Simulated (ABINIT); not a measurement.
Single-point calculation, with input and output: PtSe2

PtSe2 (P-3m1, 3 atoms in the cell), computed with Kohn-Sham DFT of a periodic cell, PBEsol, JTH PAW PBE v2.0, no spin polarisation (ABINIT 10.8.3).

The structure derives from an entry of the Crystallography Open Database.

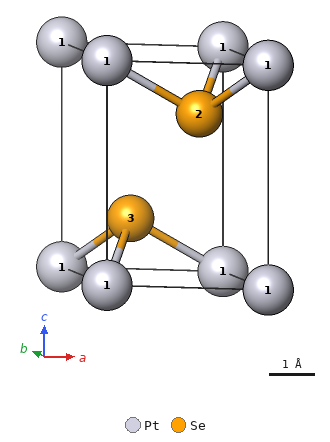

**Figure 1.** The structure (ball-and-stick view of the cell of the calculation, seen slightly off an axis; atoms are numbered from 1 in the order of the input). An atom can appear more than once, as a periodic image. Near neighbours in the periodic cell (some may lie outside the picture): Pt has 6 Se at 2.49 Å; Se has 3 Pt at 2.49 Å.

**The input**
```
# Pseudopotentials
pp_dirpath "./"
pseudos "Pt.GGA_PBE-JTH.xml, Se.GGA_PBE-JTH.xml"

# Structure
acell 3*1.0 Angstrom
rprim
     3.7240000000     0.0000000000     0.0000000000
    -1.8620000000     3.2250786037     0.0000000000
     0.0000000000     0.0000000000     5.0620000000
ntypat 2
znucl 78 34
natom 3
typat 1 2 2
xcart
     0.0000000000     0.0000000000     0.0000000000
     3.5186700444     2.0315050969     7.1743452321
    -0.0000000004     4.0630101945     2.3914484107

# Plane-wave basis
ecut 19.0
pawecutdg 38.0
pawxcdev 0

# k points
kptopt 1
ngkpt 8 8 5
nshiftk 1
shiftk 0.0 0.0 0.0

# Exchange and correlation
ixc -116133

# Bands and occupations
nband 15
occopt 3
tsmear 0.00183747

# SCF cycle
nstep 100
tolvrs 1.0e-9

# Output
iomode 3
prtwf 0
prteig 0
prtebands 0
enunit 2
prtden 1
prtvha 1
prtvclmb 1
prtpot 1
```

Hardware: 1 thread of Arm Neoverse V1, 24 GiB of memory available, shared host.

Run as:
```bash
abinit run.abi > log 2>&1
```

**What the program printed**
```
.Version 10.8.3 of ABINIT
 Symmetries : space group P-3 m 1 (#164); Bravais hP (primitive hexag.)
================================================================================
 Values of the parameters that define the memory need of the present run
     intxc =       0    ionmov =       0      iscf =      17    lmnmax =      18
     lnmax =       6     mgfft =      40  mpssoang =       3    mqgrid =    3001
     natom =       3  nloc_mem =       2    nspden =       1   nspinor =       1
    nsppol =       1      nsym =      12    n1xccc =       1    ntypat =       2
    occopt =       3   xclevel =       2
       mpw =        1635          nfft =       36000          nkpt =          40
 PAW method is used; the additional fine FFT grid is defined by:
   mgfftf=        54    nfftf =     86400
================================================================================
================================================================================

--------------------------------------------------------------------------------
------------- Echo of variables that govern the present computation ------------
--------------------------------------------------------------------------------
 -outvars: echo values of preprocessed input variables --------
            acell      1.8897261259E+00  1.8897261259E+00  1.8897261259E+00 Bohr
              amu      1.95080000E+02  7.89600000E+01
             ecut      1.90000000E+01 Hartree
           enunit           2
              ixc     -116133
         kptrlatt        8    0    0      0    8    0      0    0    5
          kptrlen      4.78289682E+01
            natom           3
            nband          15
            ngfft          30      30      40
          ngfftdg          40      40      54
             nkpt          40
            nstep         100
             nsym          12
           ntypat           2
           occopt           3
        pawecutdg      3.80000000E+01 Hartree
         pawxcdev           0
        prtebands           0
           prteig           0
           prtpot           1
         prtvclmb           1
           prtvha           1
            prtwf           0
            rprim      3.7240000000E+00  0.0000000000E+00  0.0000000000E+00
                      -1.8620000000E+00  3.2250786037E+00  0.0000000000E+00
                       0.0000000000E+00  0.0000000000E+00  5.0620000000E+00
          spgroup         164
           tolvrs      1.00000000E-09
           tsmear      1.83747000E-03 Hartree
            typat      1  2  2
           useylm           1
           xangst      0.0000000000E+00  0.0000000000E+00  0.0000000000E+00
                       1.8620000000E+00  1.0750262012E+00  3.7964999991E+00
                       9.4261207053E-18  2.1500524025E+00  1.2655000009E+00
            xcart      0.0000000000E+00  0.0000000000E+00  0.0000000000E+00
                       3.5186700464E+00  2.0315050985E+00  7.1743452354E+00
                       1.7812786563E-17  4.0630101970E+00  2.3914484140E+00
             xred      0.0000000000E+00  0.0000000000E+00  0.0000000000E+00
                       6.6666666667E-01  3.3333333333E-01  7.4999999983E-01
                       3.3333333333E-01  6.6666666667E-01  2.5000000017E-01
            znucl       78.00000   34.00000

================================================================================

 chkinp: Checking input parameters for consistency.

================================================================================
== DATASET  1 ==================================================================

--- !DatasetInfo
iteration_state: {dtset: 1, }
dimensions: {natom: 3, nkpt: 40, mband: 15, nsppol: 1, nspinor: 1, nspden: 1, mpw: 1635, }
cutoff_energies: {ecut:  19.0, pawecutdg:  38.0, }
electrons: {nelect:   2.20000000E+01, charge:   0.00000000E+00, occopt:   3.00000000E+00, tsmear:   1.83747000E-03, }
meta: {optdriver: 0, ionmov: 0, optcell: 0, iscf: 17, paral_kgb: 0, }
...

 Real(R)+Recip(G) space primitive vectors, cartesian coordinates (Bohr,Bohr^-1):
 R(1)=  7.0373401  0.0000000  0.0000000  G(1)=  0.1420991  0.0820410  0.0000000
 R(2)= -3.5186700  6.0945153  0.0000000  G(2)=  0.0000000  0.1640820  0.0000000
 R(3)=  0.0000000  0.0000000  9.5657936  G(3)=  0.0000000  0.0000000  0.1045392
 Unit cell volume ucvol=  4.1026902E+02 bohr^3
 Angles (23,13,12)=  9.00000000E+01  9.00000000E+01  1.20000000E+02 degrees

 Coarse grid specifications (used for wave-functions):

 getcut: wavevector=  0.0000  0.0000  0.0000  ngfft=  30  30  40
         ecut(hartree)=     19.000   => boxcut(ratio)=   2.13107

 Fine grid specifications (used for densities):

 getcut: wavevector=  0.0000  0.0000  0.0000  ngfft=  40  40  54
         ecut(hartree)=     38.000   => boxcut(ratio)=   2.03430

--- Pseudopotential description ------------------------------------------------
- pspini: atom type   1  psp file is ./Pt.GGA_PBE-JTH.xml
 Pseudopotential format is: paw10
 basis_size (lnmax)=  6 (lmn_size= 18), orbitals=   0   0   1   1   2   2
 Spheres core radius: rc_sph= 2.51621648
 Shapefunction is SIN type: shapef(r)=[sin(pi*r/rshp)/(pi*r/rshp)]**2
 Radius for shape functions =  2.25451594
 Compensation charge density is not taken into account in XC energy/potential

- pspini: atom type   2  psp file is ./Se.GGA_PBE-JTH.xml
 Pseudopotential format is: paw10
 basis_size (lnmax)=  4 (lmn_size=  8), orbitals=   0   0   1   1
 Spheres core radius: rc_sph= 2.21132333
 Shapefunction is BESSEL type: shapef(r,l)=aa(1,l)*jl(q(1,l)*r)+aa(2,l)*jl(q(2,l)*r)
 Radius for shape functions =  2.00656599
 Compensation charge density is not taken into account in XC energy/potential

   2.07420303E+03                                ecore*ucvol(ha*bohr**3)
--------------------------------------------------------------------------------

================================================================================

--- !BeginCycle
iteration_state: {dtset: 1, }
solver: {iscf: 17, nstep: 100, nline: 4, wfoptalg: 10, }
tolerances: {tolvrs: 1.00E-09, }
...

     iter   Etot(hartree)      deltaE(h)  residm     nres2
 ETOT  1  -46.203781988704    -4.620E+01 6.140E-02 1.397E+01
 ETOT  2  -46.374906215580    -1.711E-01 1.192E-02 1.642E+01
 ETOT  3  -46.260901328080     1.140E-01 5.140E-03 1.059E+00
 ETOT  4  -46.276017691696    -1.512E-02 8.157E-04 2.480E-01
 ETOT  5  -46.276351948871    -3.343E-04 1.168E-03 5.630E-02
 ETOT  6  -46.276354473131    -2.524E-06 2.691E-04 2.619E-02
 ETOT  7  -46.276254990171     9.948E-05 4.378E-04 9.907E-03
 ETOT  8  -46.276270055403    -1.507E-05 8.798E-05 2.155E-03
 ETOT  9  -46.276267979765     2.076E-06 1.427E-04 1.027E-03
 ETOT 10  -46.276265369018     2.611E-06 2.602E-05 2.705E-04
 ETOT 11  -46.276265792502    -4.235E-07 4.187E-05 6.559E-05
 ETOT 12  -46.276265647110     1.454E-07 7.397E-06 1.189E-05
 ETOT 13  -46.276265643668     3.442E-09 1.193E-05 1.074E-06
 ETOT 14  -46.276265657266    -1.360E-08 2.080E-06 1.531E-07
 ETOT 15  -46.276265657668    -4.020E-10 3.397E-06 1.400E-07
 ETOT 16  -46.276265658164    -4.960E-10 5.846E-07 1.817E-07
 ETOT 17  -46.276265657717     4.475E-10 9.632E-07 9.490E-08
 ETOT 18  -46.276265657564     1.527E-10 1.643E-07 4.037E-08
 ETOT 19  -46.276265657458     1.060E-10 2.731E-07 5.088E-09
 ETOT 20  -46.276265657466    -8.008E-12 4.742E-08 2.454E-10

 At SCF step   20       nres2   =  2.45E-10 < tolvrs=  1.00E-09 =>converged.

 Cartesian components of stress tensor (hartree/bohr^3)
  sigma(1 1)= -1.13702342E-04  sigma(3 2)=  0.00000000E+00
  sigma(2 2)= -1.13702342E-04  sigma(3 1)=  0.00000000E+00
  sigma(3 3)= -5.61387711E-05  sigma(2 1)=  0.00000000E+00

--- !ResultsGS
iteration_state: {dtset: 1, }
comment   : Summary of ground state results
lattice_vectors:
- [  7.0373401,   0.0000000,   0.0000000, ]
- [ -3.5186700,   6.0945153,   0.0000000, ]
- [  0.0000000,   0.0000000,   9.5657936, ]
lattice_lengths: [   7.03734,    7.03734,    9.56579, ]
lattice_angles: [ 90.000,  90.000, 120.000, ] # degrees, (23, 13, 12)
lattice_volume:   4.1026902E+02
convergence: {deltae: -8.008E-12, res2:  2.454E-10, residm:  4.742E-08, diffor: null, }
etotal    :  -4.62762657E+01
entropy   :   0.00000000E+00
fermie    :   1.35543116E-01
cartesian_stress_tensor: # hartree/bohr^3
- [ -1.13702342E-04,   0.00000000E+00,   0.00000000E+00, ]
- [  0.00000000E+00,  -1.13702342E-04,   0.00000000E+00, ]
- [  0.00000000E+00,   0.00000000E+00,  -5.61387711E-05, ]
pressure_GPa:   2.7807E+00
xred      :
- [  0.0000E+00,   0.0000E+00,   0.0000E+00, Pt]
- [  6.6667E-01,   3.3333E-01,   7.5000E-01, Se]
- [  3.3333E-01,   6.6667E-01,   2.5000E-01, Se]
cartesian_forces: # hartree/bohr
- [  6.37704300E-30,   3.68178749E-30,  -0.00000000E+00, ]
- [ -1.27540860E-29,  -7.36357499E-30,  -8.72218605E-03, ]
- [  6.37704300E-30,   3.68178749E-30,   8.72218605E-03, ]
force_length_stats: {min:   7.36357499E-30, max:   8.72218605E-03, mean:   5.81479070E-03, }
...

 Integrated electronic density in atomic spheres:
 ------------------------------------------------
 Atom  Sphere_radius  Integrated_density
    1        2.51622          8.72513592
    2        2.21132          3.91282465
    3        2.21132          3.91282465

================================================================================

 ----iterations are completed or convergence reached----

 Mean square residual over all n,k,spin=   16.986E-11; max=  47.416E-09
 reduced coordinates (array xred) for    3 atoms
       0.000000000000      0.000000000000      0.000000000000
       0.666666666667      0.333333333333      0.749999999829
       0.333333333333      0.666666666667      0.250000000171
 rms dE/dt=  3.9331E-02; max dE/dt=  8.3435E-02; dE/dt below (all hartree)
    1       0.000000000000      0.000000000000      0.000000000000
    2       0.000000000000      0.000000000000      0.083434631959
    3       0.000000000000      0.000000000000     -0.083434631959

 cartesian coordinates (angstrom) at end:
    1      0.00000000000000     0.00000000000000     0.00000000000000
    2      1.86200000000000     1.07502620123333     3.79649999913411
    3      0.00000000000000     2.15005240246667     1.26550000086589

 cartesian forces (hartree/bohr) at end:
    1      0.00000000000000     0.00000000000000    -0.00000000000000
    2     -0.00000000000000    -0.00000000000000    -0.00872218605355
    3      0.00000000000000     0.00000000000000     0.00872218605355
 frms,max,avg= 4.1116779E-03 8.7221861E-03   0.000E+00  0.000E+00  0.000E+00 h/b

 cartesian forces (eV/Angstrom) at end:
    1      0.00000000000000     0.00000000000000    -0.00000000000000
    2     -0.00000000000000    -0.00000000000000    -0.44851284009070
    3      0.00000000000000     0.00000000000000     0.44851284009070
 frms,max,avg= 2.1143098E-01 4.4851284E-01   0.000E+00  0.000E+00  0.000E+00 e/A
 length scales=  1.889726125908  1.889726125908  1.889726125908 bohr
              =  1.000000000000  1.000000000000  1.000000000000 angstroms
 Fermi (or HOMO) energy (hartree) =   0.13554   Average Vxc (hartree)=  -0.39768
 Eigenvalues (hartree) for nkpt=  40  k points:
 kpt#   1, nband= 15, wtk=  0.00313, kpt=  0.0000  0.0000  0.0000 (reduced coord)
  -0.44410   -0.33964   -0.13138   -0.10479   -0.10479   -0.01364   -0.01364    0.03968
   0.09602    0.09602    0.15045    0.18750    0.18750    0.26356    0.28466
      occupation numbers for kpt#   1
   2.00000    2.00000    2.00000    2.00000    2.00000    2.00000    2.00000    2.00000
   2.00000    2.00000    0.00060    0.00000    0.00000    0.00000    0.00000
 prteigrs : prtvol=0 or 1, do not print more k-points.

 Fermi (or HOMO) energy (eV) =   3.68832   Average Vxc (eV)= -10.82155
 Eigenvalues (   eV  ) for nkpt=  40  k points:
 kpt#   1, nband= 15, wtk=  0.00313, kpt=  0.0000  0.0000  0.0000 (reduced coord)
 -12.08449   -9.24202   -3.57501   -2.85138   -2.85138   -0.37118   -0.37118    1.07982
   2.61289    2.61289    4.09389    5.10208    5.10208    7.17176    7.74596
 prteigrs : prtvol=0 or 1, do not print more k-points.

--- !EnergyTerms
iteration_state     : {dtset: 1, }
comment             : Components of total free energy in Hartree
kinetic             :  1.47193287647021E+01
hartree             :  8.12754717748059E+00
xc                  : -1.54263903301664E+01
Ewald energy        : -4.30911327896093E+01
psp_core            :  5.05571455010832E+00
local_psp           : -2.50136275675166E+01
PAW spherical_terms :  9.35251100515125E+00
internal            : -4.62760491898500E+01
'-kT*entropy'       : -2.30058211755301E-04
total_energy        : -4.62762792480618E+01
total_energy_eV     : -1.25924170864588E+03
...

--- !EnergyTermsDC
iteration_state     : {dtset: 1, }
comment             : '"Double-counting" decomposition of free energy'
band_energy         : -1.88394695079828E+00
Ewald energy        : -4.30911327896093E+01
psp_core            :  5.05571455010832E+00
xc_dc               : -1.29637961649425E+01
PAW spherical_terms :  6.60712575598742E+00
internal            : -4.62760355992544E+01
'-kT*entropy'       : -2.30058211755301E-04
total_energy_dc     : -4.62762656574662E+01
total_energy_dc_eV  : -1.25924133882694E+03
...

--- !EnergyTermsWithPAWCore
iteration_state     : {dtset: 1, }
comment             : 'Components of total free energy, including PAW core contributions'
Total energy        : -2.32656074897640E+04
Total energy DC     : -2.32656074761735E+04
Total energy (eV)   : -6.33089431651358E+05
Total energy DC (eV): -6.33089431281539E+05
...

 Cartesian components of stress tensor (hartree/bohr^3)
  sigma(1 1)= -1.13702342E-04  sigma(3 2)=  0.00000000E+00
  sigma(2 2)= -1.13702342E-04  sigma(3 1)=  0.00000000E+00
  sigma(3 3)= -5.61387711E-05  sigma(2 1)=  0.00000000E+00

-Cartesian components of stress tensor (GPa)         [Pressure=  2.7807E+00 GPa]
- sigma(1 1)= -3.34523839E+00  sigma(3 2)=  0.00000000E+00
- sigma(2 2)= -3.34523839E+00  sigma(3 1)=  0.00000000E+00
- sigma(3 3)= -1.65165967E+00  sigma(2 1)=  0.00000000E+00

== END DATASET(S) ==============================================================
================================================================================

 -outvars: echo values of variables after computation  --------
            acell      1.8897261259E+00  1.8897261259E+00  1.8897261259E+00 Bohr
           etotal     -4.6276265657E+01
            fcart      6.3770430011E-30  3.6817874933E-30 -0.0000000000E+00
                      -1.2754086002E-29 -7.3635749867E-30 -8.7221860535E-03
                       6.3770430011E-30  3.6817874933E-30  8.7221860535E-03
            rprim      3.7240000000E+00  0.0000000000E+00  0.0000000000E+00
                      -1.8620000000E+00  3.2250786037E+00  0.0000000000E+00
                       0.0000000000E+00  0.0000000000E+00  5.0620000000E+00
           strten     -1.1370234174E-04 -1.1370234180E-04 -5.6138771052E-05
                       0.0000000000E+00  0.0000000000E+00  0.0000000000E+00
           xangst      0.0000000000E+00  0.0000000000E+00  0.0000000000E+00
                       1.8620000000E+00  1.0750262012E+00  3.7964999991E+00
                       9.4261207053E-18  2.1500524025E+00  1.2655000009E+00
             xred      0.0000000000E+00  0.0000000000E+00  0.0000000000E+00
                       6.6666666667E-01  3.3333333333E-01  7.4999999983E-01
                       3.3333333333E-01  6.6666666667E-01  2.5000000017E-01
 Calculation completed.
```

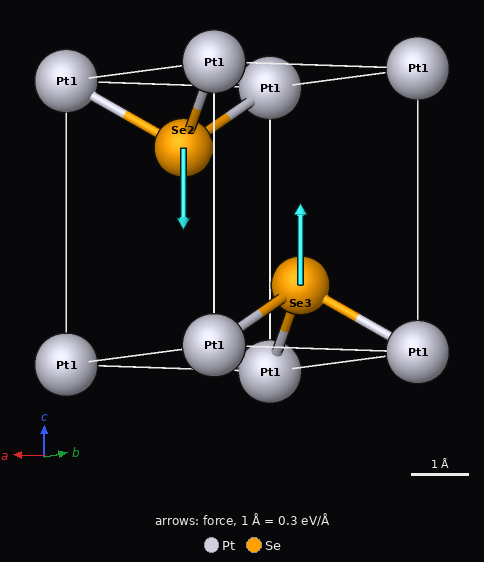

**Figure 2.** Forces on the atoms as teal arrows (ball-and-stick view of the cell of the calculation, seen at an oblique angle; atoms are numbered from 1 in the order of the input). The largest act on Se2, Se3 (0.45 eV/Å). The geometry is not a stationary point of this energy.

**Summary**

```json
{"quantity": "outcome", "value": "converged"}
{"quantity": "space group (tolerance 0.01 Å)", "value": "P-3m1 (164)"}
{"quantity": "electrons treated", "value": "22"}
{"quantity": "free energy", "value": "−1259.2413 eV"}
{"quantity": "Fermi energy", "value": "3.688 eV"}
{"quantity": "gap on the k-point mesh", "value": "none (metallic)"}
{"quantity": "pressure", "value": "2.78 GPa"}
{"quantity": "largest force (length of the vector)", "value": "0.449 eV/Å"}
{"quantity": "wall time", "value": "68 s"}
{"quantity": "peak memory", "value": "0.14 GiB"}
```

**Remarks**

Spin–orbit coupling is left out, which matters for Pt.
